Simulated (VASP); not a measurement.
**Band-structure run, with input and output: EuO (part 2 of 3)**

Continued. System: EuO (2 atoms in the cell). Method: Kohn-Sham DFT of a periodic cell, PBE, DFT+U, spin-orbit coupling, VASP PAW PBE potentials, recommended (VASP 6.6.1); cutoff 520 eV, 12×12×12 k-mesh, Gaussian smearing of 0.02 eV, non-collinear spins. The structure derives from an entry of the Crystallography Open Database.

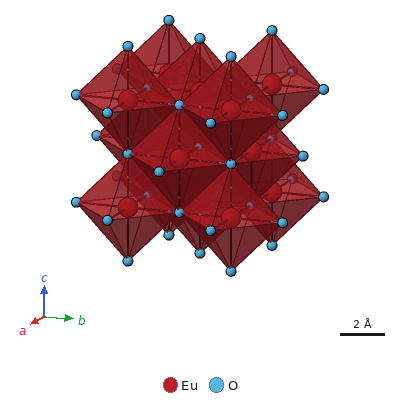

Figure 1. The input geometry (polyhedral view of the cell 4 times as large as that of the calculation, set on its symmetry axes, seen slightly off an axis; polyhedra are completed across the faces of the cell).

**Parts of OUTCAR, continued**
```
  o =  0.0001  v = -0.0204  0.0000  0.0308  0.0000  0.0000 -0.0000 -0.0000  0.0000 -0.9986 -0.0000 -0.0000 -0.0000  0.0000 -0.0000      0.0000  0.0000  0.0000 -0.0000 -0.0308  0.0000 -0.0204 -0.0000 -0.0000  0.0000 -0.0000  0.0000 -0.0063 -0.0000
  o =  0.0013  v =  0.0000  0.0145  0.0000 -0.0000  0.0000 -0.0086 -0.0000 -0.1221 -0.0000  0.1582  0.0000 -0.5361 -0.0000 -0.4139      0.0000  0.0490  0.0000  0.0000 -0.0000  0.0025  0.0000 -0.4139 -0.0000  0.5361 -0.0000  0.1582  0.0000  0.1221
  o =  0.0013  v = -0.0202  0.0000 -0.0310 -0.0000  0.0000 -0.0000  0.0000  0.0000  0.0052 -0.0000  0.0000 -0.0000  0.0000 -0.0000      0.0000  0.0000  0.0000 -0.0000  0.0310  0.0000 -0.0202 -0.0000 -0.0000  0.0000  0.0000  0.0000 -0.9986  0.0000
  o =  0.0013  v = -0.0000 -0.0000 -0.0000  0.0043  0.0000 -0.0000 -0.0000 -0.4330  0.0000  0.5547 -0.0000 -0.0470 -0.0000 -0.0367      0.0000 -0.0000  0.0000  0.0508  0.0000 -0.0000 -0.0000  0.0367 -0.0000 -0.0470 -0.0000 -0.5547 -0.0000 -0.4330
  o =  0.0045  v =  0.0000  0.0000 -0.0000  0.0211  0.0000  0.0000 -0.0000 -0.4709  0.0000 -0.3661  0.0000 -0.2324 -0.0000  0.2990      0.0000  0.0000 -0.0000 -0.0332 -0.0000 -0.0000 -0.0000 -0.2990  0.0000 -0.2324 -0.0000  0.3661  0.0000 -0.4709
  o =  0.0045  v = -0.0000  0.0000  0.0433  0.0000  0.0009 -0.0000 -0.0000 -0.0000 -0.0000 -0.0000  0.0213 -0.0000 -0.0000  0.0000      0.0000  0.0000 -0.0009 -0.0000  0.0433 -0.0000  0.0000  0.0000  0.0000  0.0000  0.9979 -0.0000  0.0000  0.0000
  o =  0.0046  v = -0.0000 -0.0032  0.0000  0.0000 -0.0000 -0.0348 -0.0000  0.4076  0.0000  0.3145 -0.0000 -0.2953 -0.0000  0.3827      0.0000 -0.0030  0.0000 -0.0000  0.0000  0.0371 -0.0000  0.3827 -0.0000  0.2953  0.0000  0.3145 -0.0000 -0.4076
  o =  0.9618  v = -0.0000  0.9632 -0.0000 -0.0000 -0.0000  0.0117  0.0000  0.0301  0.0000 -0.0188 -0.0000  0.0008 -0.0000  0.0014      0.0000  0.0433 -0.0000  0.0000 -0.0000 -0.2603  0.0000  0.0014 -0.0000 -0.0008  0.0000 -0.0188  0.0000 -0.0301
  o =  0.9663  v = -0.6945 -0.0000 -0.1326  0.0000  0.0000  0.0000 -0.0000 -0.0000 -0.0000  0.0000 -0.0000  0.0000  0.0000  0.0000      0.0000 -0.0000 -0.0000  0.0000 -0.1326  0.0000  0.6945 -0.0000  0.0000  0.0000  0.0115  0.0000  0.0000  0.0000
  o =  0.9734  v = -0.0750 -0.0000 -0.7018 -0.0000  0.0000 -0.0000  0.0000  0.0000 -0.0405  0.0000 -0.0000 -0.0000 -0.0000 -0.0000      0.0000  0.0000  0.0000 -0.0000  0.7018 -0.0000 -0.0750 -0.0000  0.0000 -0.0000  0.0000 -0.0000  0.0464 -0.0000
  o =  0.9736  v = -0.0000 -0.0000 -0.0000  0.9924  0.0000 -0.0000  0.0000  0.0000 -0.0000 -0.0048 -0.0000  0.0453 -0.0000  0.0002      0.0000  0.0000 -0.0000  0.1049  0.0000 -0.0000 -0.0000 -0.0002 -0.0000  0.0453  0.0000  0.0048  0.0000  0.0000
  o =  0.9757  v =  0.0000  0.0130 -0.0000 -0.0000 -0.0000 -0.9629 -0.0000 -0.0009  0.0000 -0.0016  0.0000  0.0330 -0.0000 -0.0173      0.0000  0.2600  0.0000  0.0000 -0.0000  0.0480 -0.0000 -0.0173 -0.0000 -0.0330  0.0000 -0.0016 -0.0000  0.0009
  o =  0.9758  v =  0.1329 -0.0000 -0.6932 -0.0000  0.0000  0.0000  0.0000 -0.0000 -0.0000 -0.0000 -0.0000 -0.0000 -0.0000  0.0000      0.0000 -0.0000 -0.0000 -0.0000 -0.6932  0.0000 -0.1329  0.0000 -0.0000  0.0000  0.0602 -0.0000 -0.0000  0.0000
  o =  0.9779  v =  0.7025 -0.0000 -0.0749  0.0000  0.0000 -0.0000 -0.0000  0.0000 -0.0332  0.0000  0.0000  0.0000  0.0000  0.0000      0.0000  0.0000  0.0000  0.0000  0.0749 -0.0000  0.7025  0.0000 -0.0000 -0.0000 -0.0000  0.0000 -0.0239 -0.0000

 number of electron      22.9999993 magnetization       0.0000000     -0.0000000      6.9633718

 Free energy of the ion-electron system (eV)
  ---------------------------------------------------
  ext. energy  EPLUGINS =         0.00000000
  ---------------------------------------------------
  free energy    TOTEN  =       -21.67973968 eV

  energy without entropy =      -21.67972309  energy(sigma->0) =      -21.67973139

 E-fermi :   3.8080     XC(G=0): -10.7622     alpha+bet :-11.8745

 val. band max:        3.7916236488   @ k =   0.1667   0.1667   0.0000
 cond. band min:       3.8253043632   @ k =   0.0833   0.0833   0.0000
 fundamental gap:      0.0336807143
 Fermi energy:         3.8079778288

 k-point     1 :       0.0000    0.0000    0.0000
  band No.  band energies     occupation
      1     -36.0239      1.00000
      2     -32.9383      1.00000
      3     -16.5743      1.00000
      4     -15.8692      1.00000
      5     -14.0593      1.00000
      6     -13.9730      1.00000
      7     -13.4402      1.00000
      8     -12.3042      1.00000
      9     -11.6916      1.00000
     10     -11.2130      1.00000
     11       0.6418      1.00000
     12       0.6501      1.00000
     13       0.6581      1.00000
     14       1.0065      1.00000
     15       1.0463      1.00000
     16       1.0862      1.00000
     17       2.7345      1.00000
     18       3.0391      1.00000
     19       3.1507      1.00000
     20       3.2486      1.00000
     21       3.5882      1.00000
     22       3.6434      1.00000
     23       3.8487      0.00199
     24       4.5527      0.00000
     25       5.3500      0.00000
     26       6.5320      0.00000
     27       6.5711      0.00000
     28       6.6249      0.00000
     29       7.4951      0.00000
     30       7.5522      0.00000
     31       7.5913      0.00000
     32       8.8374      0.00000
     33       8.8405      0.00000
     34       9.9165      0.00000
     35       9.9193      0.00000

 k-point     2 :       0.0833    0.0000    0.0000
  band No.  band energies     occupation
      1     -36.0174      1.00000
      2     -32.9296      1.00000
      3     -16.6180      1.00000
      4     -15.9248      1.00000
      5     -14.1408      1.00000
      6     -14.0750      1.00000
      7     -13.3071      1.00000
      8     -12.2672      1.00000
      9     -11.6698      1.00000
     10     -11.1965      1.00000
     11       0.4647      1.00000
     12       0.5898      1.00000
     13       0.6001      1.00000
     14       0.8310      1.00000
     15       0.9357      1.00000
     16       0.9779      1.00000
     17       2.7360      1.00000
     18       3.0144      1.00000
     19       3.1291      1.00000
     20       3.2384      1.00000
     21       3.5095      1.00000
     22       3.5684      1.00000
     23       3.7812      0.97062
     24       4.9430      0.00000
     25       5.6951      0.00000
     26       6.5544      0.00000
     27       6.7093      0.00000
     28       6.7641      0.00000
     29       7.4326      0.00000
     30       7.6618      0.00000
     31       7.7154      0.00000
     32       9.0505      0.00000
     33       9.0572      0.00000
     34      10.1067      0.00000
     35      10.1116      0.00000

 k-point     3 :       0.1667    0.0000    0.0000
  band No.  band energies     occupation
      1     -35.9993      1.00000
      2     -32.9058      1.00000
      3     -16.7442      1.00000
      4     -16.0658      1.00000
      5     -14.3505      1.00000
      6     -14.2126      1.00000
      7     -13.0884      1.00000
      8     -12.1769      1.00000
      9     -11.6244      1.00000
     10     -11.1416      1.00000
     11       0.0317      1.00000
     12       0.3492      1.00000
     13       0.4459      1.00000
     14       0.4517      1.00000
     15       0.6983      1.00000
     16       0.7322      1.00000
     17       2.7425      1.00000
     18       2.9497      1.00000
     19       3.0714      1.00000
     20       3.2228      1.00000
     21       3.3683      1.00000
     22       3.4270      1.00000
     23       3.6532      1.00000
     24       5.8395      0.00000
     25       6.5575      0.00000
     26       6.5713      0.00000
     27       7.1433      0.00000
     28       7.1811      0.00000
     29       7.3135      0.00000
     30       8.0609      0.00000
     31       8.1175      0.00000
     32       9.6217      0.00000
     33       9.6435      0.00000
     34      10.6262      0.00000
     35      10.6449      0.00000

 k-point     4 :       0.2500    0.0000    0.0000
  band No.  band energies     occupation
      1     -35.9746      1.00000
      2     -32.8731      1.00000
      3     -16.9282      1.00000
      4     -16.2374      1.00000
      5     -14.5728      1.00000
      6     -14.3238      1.00000
      7     -12.9209      1.00000
      8     -12.0623      1.00000
      9     -11.5888      1.00000
     10     -11.0502      1.00000
     11      -0.4598      1.00000
     12      -0.1828      1.00000
     13       0.2438      1.00000
     14       0.2506      1.00000
     15       0.4056      1.00000
     16       0.4284      1.00000
     17       2.7552      1.00000
     18       2.8698      1.00000
     19       2.9986      1.00000
     20       3.2090      1.00000
     21       3.2524      1.00000
     22       3.3031      1.00000
     23       3.5335      1.00000
     24       6.6567      0.00000
     25       7.0025      0.00000
     26       7.1992      0.00000
     27       7.7615      0.00000
     28       7.7849      0.00000
     29       7.8676      0.00000
     30       8.6738      0.00000
     31       8.7369      0.00000
     32      10.4157      0.00000
     33      10.4581      0.00000
     34      11.3513      0.00000
     35      11.3892      0.00000

 k-point     5 :       0.3333    0.0000    0.0000
  band No.  band energies     occupation
      1     -35.9497      1.00000
      2     -32.8401      1.00000
      3     -17.1183      1.00000
      4     -16.3943      1.00000
      5     -14.7511      1.00000
      6     -14.4004      1.00000
      7     -12.8271      1.00000
      8     -11.9519      1.00000
      9     -11.5692      1.00000
     10     -10.9516      1.00000
     11      -0.8851      1.00000
     12      -0.6405      1.00000
     13       0.0506      1.00000
     14       0.0551      1.00000
     15       0.1382      1.00000
     16       0.1512      1.00000
     17       2.7606      1.00000
     18       2.8109      1.00000
     19       2.9361      1.00000
     20       3.1487      1.00000
     21       3.1919      1.00000
     22       3.2639      1.00000
     23       3.4507      1.00000
     24       6.8616      0.00000
     25       7.4099      0.00000
     26       8.1965      0.00000
     27       8.4792      0.00000
     28       8.5618      0.00000
     29       8.9185      0.00000
     30       9.3959      0.00000
     31       9.4728      0.00000
     32      11.3047      0.00000
     33      11.3728      0.00000
     34      12.1151      0.00000
     35      12.1706      0.00000

 [... the levels of 18 k-points are left out ...]

 k-point    24 :       0.0000    0.0833    0.5000
  band No.  band energies     occupation
      1     -35.9226      1.00000
      2     -32.8041      1.00000
      3     -17.2830      1.00000
      4     -16.5262      1.00000
      5     -14.8790      1.00000
      6     -14.4725      1.00000
      7     -12.8265      1.00000
      8     -11.9190      1.00000
      9     -11.5997      1.00000
     10     -10.9319      1.00000
     11      -1.1328      1.00000
     12      -0.9080      1.00000
     13      -0.0806      1.00000
     14      -0.0706      1.00000
     15      -0.0352      1.00000
     16      -0.0270      1.00000
     17       2.7247      1.00000
     18       2.8057      1.00000
     19       2.8917      1.00000
     20       3.0831      1.00000
     21       3.1484      1.00000
     22       3.2818      1.00000
     23       3.3862      1.00000
     24       7.1222      0.00000
     25       7.7474      0.00000
     26       8.5761      0.00000
     27       9.2780      0.00000
     28       9.4426      0.00000
     29      10.0961      0.00000
     30      10.4635      0.00000
     31      10.8729      0.00000
     32      12.6528      0.00000
     33      12.7511      0.00000
     34      13.0109      0.00000
     35      13.1157      0.00000

 [... further k-points ...]

------------------------ aborting loop because EDIFF is reached ----------------------------------------

  FORCE on cell =-STRESS in cart. coord.  units (eV):
  Direction    XX          YY          ZZ          XY          YZ          ZX
  --------------------------------------------------------------------------------------
  -------------------------------------------------------------------------------------
  Total        0.2409472      0.2409472      0.2431066     -0.0000005      0.0000000      0.0000000
  in kB       11.3452698     11.3452698     11.4469517     -0.0000212      0.0000000      0.0000000
  external PRESSURE =      11.3791638 kB  Pullay stress =       0.0000000 kB

 VOLUME and BASIS-vectors are now :
 -----------------------------------------------------------------------------
  energy-cutoff  :      520.00
  volume of cell :       34.03
      direct lattice vectors                 reciprocal lattice vectors
     0.000000000  2.571950000  2.571950000    -0.194405023  0.194405023  0.194405023
     2.571950000  0.000000000  2.571950000     0.194405023 -0.194405023  0.194405023
     2.571950000  2.571950000  0.000000000     0.194405023  0.194405023 -0.194405023

 POSITION                                       TOTAL-FORCE (eV/Angst)
 -----------------------------------------------------------------------------------
      0.00000      0.00000      0.00000         0.000000      0.000000      0.000000
      2.57195      2.57195      2.57195        -0.000000     -0.000000      0.000000
 -----------------------------------------------------------------------------------
    total drift:                                0.000000      0.000000      0.000000

  FREE ENERGIE OF THE ION-ELECTRON SYSTEM (eV)
  ---------------------------------------------------
  free  energy   TOTEN  =       -21.6797396832 eV

  energy  without entropy=      -21.6797230944  energy(sigma->0) =      -21.67973139

 orbital moment (x)

 # of ion     p       d       f       tot
 ------------------------------------------------
  1         0.000   0.000   0.000   0.000
  2         0.000   0.000   0.000   0.000
 ------------------------------------------------
            0.000   0.000   0.000   0.000

 orbital moment (y)

 # of ion     p       d       f       tot
 ------------------------------------------------
  1         0.000   0.000   0.000   0.000
  2        -0.000   0.000   0.000  -0.000
 ------------------------------------------------
            0.000   0.000   0.000   0.000

 orbital moment (z)

 # of ion     p       d       f       tot
 ------------------------------------------------
  1        -0.013  -0.002  -0.031  -0.046
  2         0.001   0.000   0.000   0.001
 ------------------------------------------------
           -0.012  -0.002  -0.031  -0.045

 Spin-Orbit-Coupling matrix elements

 Ion:    1  E_soc:     -1.0992551
 l=   1
     0.0000000    -0.1499645    -0.1499668
    -0.1499645     0.0000000    -0.1499645
    -0.1499668    -0.1499645     0.0000000
 l=   2
     0.0000000    -0.0000473     0.0000000    -0.0000473    -0.0003147
    -0.0000473     0.0000000    -0.0002829    -0.0000674    -0.0000933
     0.0000000    -0.0002829     0.0000000    -0.0002829     0.0000000
    -0.0000473    -0.0000674    -0.0002829     0.0000000    -0.0000933
    -0.0003147    -0.0000933     0.0000000    -0.0000933     0.0000000
 l=   3
     0.0000000    -0.0049878     0.0000000     0.0000000     0.0000000    -0.0050324    -0.0033539
    -0.0049878     0.0000000    -0.0083079     0.0000000    -0.0083079    -0.0015618    -0.0049878
     0.0000000    -0.0083079     0.0000000    -0.0199247    -0.0003392    -0.0083711     0.0000000
     0.0000000     0.0000000    -0.0199247     0.0000000    -0.0199247     0.0000000     0.0000000
     0.0000000    -0.0083079    -0.0003392    -0.0199247     0.0000000    -0.0083711     0.0000000
    -0.0050324    -0.0015618    -0.0083711     0.0000000    -0.0083711     0.0000000    -0.0050324
    -0.0033539    -0.0049878     0.0000000     0.0000000     0.0000000    -0.0050324     0.0000000

 Ion:    2  E_soc:     -0.0005969
 l=   1
     0.0000000    -0.0001034    -0.0000916
    -0.0001034     0.0000000    -0.0001034
    -0.0000916    -0.0001034     0.0000000
 l=   2
     0.0000000     0.0000000     0.0000000     0.0000000     0.0000000
     0.0000000     0.0000000     0.0000000     0.0000000     0.0000000
     0.0000000     0.0000000     0.0000000     0.0000000     0.0000000
     0.0000000     0.0000000     0.0000000     0.0000000     0.0000000
     0.0000000     0.0000000     0.0000000     0.0000000     0.0000000
 l=   3
     0.0000000     0.0000000     0.0000000     0.0000000     0.0000000     0.0000000     0.0000000
     0.0000000     0.0000000     0.0000000     0.0000000     0.0000000     0.0000000     0.0000000
     0.0000000     0.0000000     0.0000000     0.0000000     0.0000000     0.0000000     0.0000000
     0.0000000     0.0000000     0.0000000     0.0000000     0.0000000     0.0000000     0.0000000
     0.0000000     0.0000000     0.0000000     0.0000000     0.0000000     0.0000000     0.0000000
     0.0000000     0.0000000     0.0000000     0.0000000     0.0000000     0.0000000     0.0000000
     0.0000000     0.0000000     0.0000000     0.0000000     0.0000000     0.0000000     0.0000000

 total charge

# of ion       s       p       d       f       tot
--------------------------------------------------
    1        2.033   5.837   0.305   6.813  14.988
    2        1.555   3.406   0.000   0.000   4.961
--------------------------------------------------
tot          3.588   9.242   0.305   6.813  19.948

 magnetization (x)

# of ion       s       p       d       f       tot
--------------------------------------------------
    1        0.000   0.000   0.000   0.000   0.000
    2        0.000   0.000   0.000   0.000   0.000
--------------------------------------------------
tot          0.000   0.000   0.000   0.000   0.000

 magnetization (y)

# of ion       s       p       d       f       tot
--------------------------------------------------
    1        0.000   0.000   0.000   0.000   0.000
    2        0.000   0.000   0.000   0.000   0.000
--------------------------------------------------
tot          0.000   0.000   0.000   0.000   0.000

 magnetization (z)

# of ion       s       p       d       f       tot
--------------------------------------------------
    1       -0.014  -0.107   0.072   6.744   6.694
    2       -0.005  -0.089   0.000   0.000  -0.094
--------------------------------------------------
tot         -0.019  -0.197   0.072   6.744   6.600
```

**CONTCAR**
```
EuO
   1.00000000000000
     0.0000000000000000    2.5719500000000002    2.5719500000000002
     2.5719500000000002    0.0000000000000000    2.5719500000000002
     2.5719500000000002    2.5719500000000002    0.0000000000000000
  Eu              O
     1     1
Direct
     0.0000000000000000    0.0000000000000000    0.0000000000000000
     0.5000000000000000    0.5000000000000000    0.5000000000000000

  0.00000000E+00  0.00000000E+00  0.00000000E+00
  0.00000000E+00  0.00000000E+00  0.00000000E+00
```

The run was set up as follows.

**INCAR**
```
SYSTEM = EuO
PREC = Accurate
ENCUT = 520
EDIFF = 1E-7
ISMEAR = 0
SIGMA = 0.02
LREAL = .False.
LASPH = .True.
NELM = 100
ALGO = Normal
ISIF = 2
LWAVE = .False.
LCHARG = .False.
MAGMOM = 0 0 7 0 0 0
LORBIT = 11
LSORBIT = .True.
GGA_COMPAT = .False.
LORBMOM = .True.
LMAXMIX = 6
LDAU = .True.
LDAUTYPE = 2
LDAUL = 3 -1
LDAUU = 6 0
LDAUJ = 0 0
LDAUPRINT = 1
GGA = PE
NBANDS = 35
```

**KPOINTS**
```
Automatic mesh
0
Gamma
  12 12 12
  0 0 0
```

**KPOINTS_OPT**
```
path GXWKGLUWLK,UX
10
line-mode
reciprocal
 0.0000000000  0.0000000000  0.0000000000  G
 0.5000000000  0.0000000000  0.5000000000  X

 0.5000000000  0.0000000000  0.5000000000  X
 0.5000000000  0.2500000000  0.7500000000  W

 0.5000000000  0.2500000000  0.7500000000  W
 0.3750000000  0.3750000000  0.7500000000  K

 0.3750000000  0.3750000000  0.7500000000  K
 0.0000000000  0.0000000000  0.0000000000  G

 0.0000000000  0.0000000000  0.0000000000  G
 0.5000000000  0.5000000000  0.5000000000  L

 0.5000000000  0.5000000000  0.5000000000  L
 0.6250000000  0.2500000000  0.6250000000  U

 0.6250000000  0.2500000000  0.6250000000  U
 0.5000000000  0.2500000000  0.7500000000  W

 0.5000000000  0.2500000000  0.7500000000  W
 0.5000000000  0.5000000000  0.5000000000  L

 0.5000000000  0.5000000000  0.5000000000  L
 0.3750000000  0.3750000000  0.7500000000  K

 0.6250000000  0.2500000000  0.6250000000  U
 0.5000000000  0.0000000000  0.5000000000  X
```

**POSCAR**
```
EuO
1.0
    0.0000000000      2.5719500000      2.5719500000
    2.5719500000      0.0000000000      2.5719500000
    2.5719500000      2.5719500000      0.0000000000
Eu O
1 1
Direct
    0.0000000000      0.0000000000      0.0000000000
    0.5000000000      0.5000000000      0.5000000000
```

Launch command:
```bash
cat potpaw_PBE.64/Eu/POTCAR potpaw_PBE.64/O/POTCAR > POTCAR
mpirun -np 1 vasp_ncl > vasp.out
```
